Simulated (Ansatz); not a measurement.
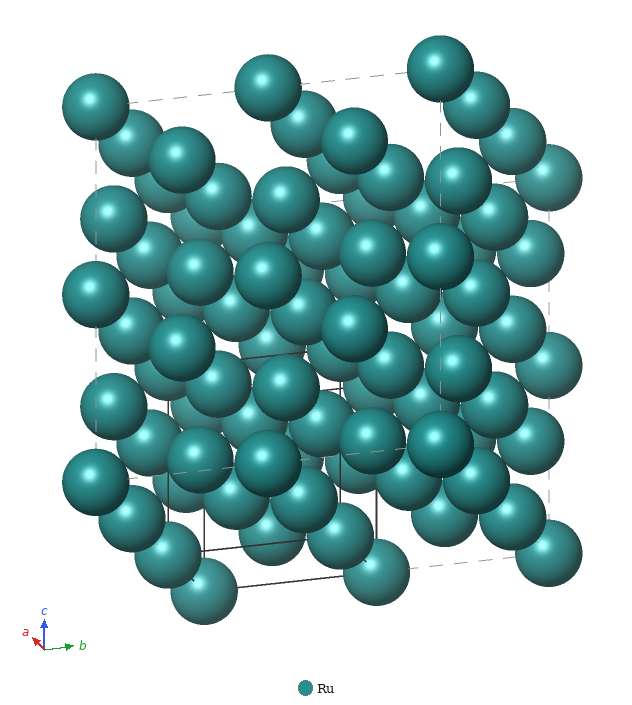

An orthographic spheres-only view of the structure, from a general direction. The drawing covers 3×2×2 cells, and the solid lines enclose one unit cell.

- The element is ruthenium.
- Within 0.01 Å the space group is P6_3/mmc (No. 194), primitive hexagonal: hexagonal close-packed (Mg type).
- The cell holds four atoms.
- The coordination shell of Ru holds twelve Ru in an anticuboctahedral arrangement.

The cell started as a structure listed in the Materials Project, with elements exchanged, so it need not be a known form of the compound. It was relaxed with DFT PBEsol, scalar-relativistic, plane waves, PAW in Ansatz.
